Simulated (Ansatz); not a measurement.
```
CELL_PARAMETERS angstrom
4.21703 0.00000 0.00000
0.00000 4.21703 0.00000
0.00000 0.00000 4.21703
ATOMIC_POSITIONS crystal
Ga 0.00000 0.00000 0.00000
Ga 0.50000 0.50000 0.00000
Ga 0.50000 0.00000 0.50000
Ga 0.00000 0.50000 0.50000
N 0.50000 0.00000 0.00000
N 0.00000 0.50000 0.00000
N 0.00000 0.00000 0.50000
N 0.50000 0.50000 0.50000
```

Space group Fm-3m; started from the rocksalt prototype, which need not be the ambient phase.

Method: DFT, r2SCAN, plane waves, PAW (Ansatz 0.2.0).

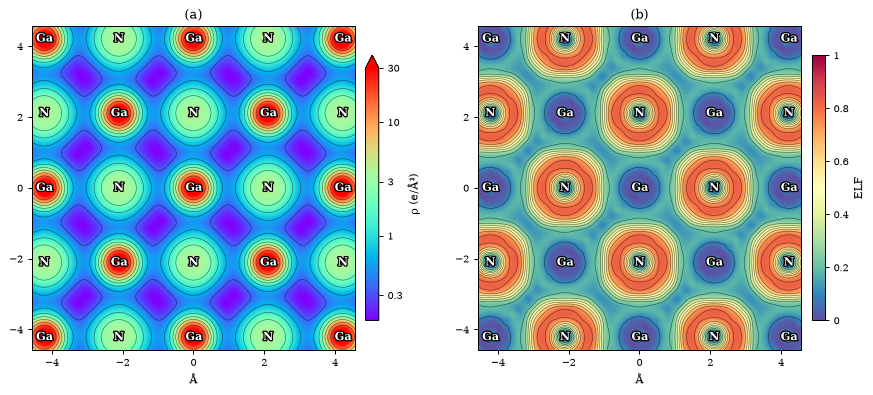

GaN. (a) valence electron density; (b) ELF on the (001) plane of the conventional cell.

In a PAW calculation such maps are meaningful between the atoms, not at the nuclei.

Question: What do the fields say about this system?

Answer: The section cuts through Ga and N sites. Ga–N (2.11 Å): ρ is about 0.53 e/Å³ halfway; the ELF peaks at about 0.85 in the valence shell of N, 0.7 Å from its nucleus, and is about 0.40 at the midpoint. Between the atoms the lowest density in this plane is 0.18 e/Å³.

Question: Metal or insulator at this level of theory?

Answer: It is gapped, with a Kohn–Sham gap of 1.2 eV on the k-point mesh, an upper bound to the gap of this method.
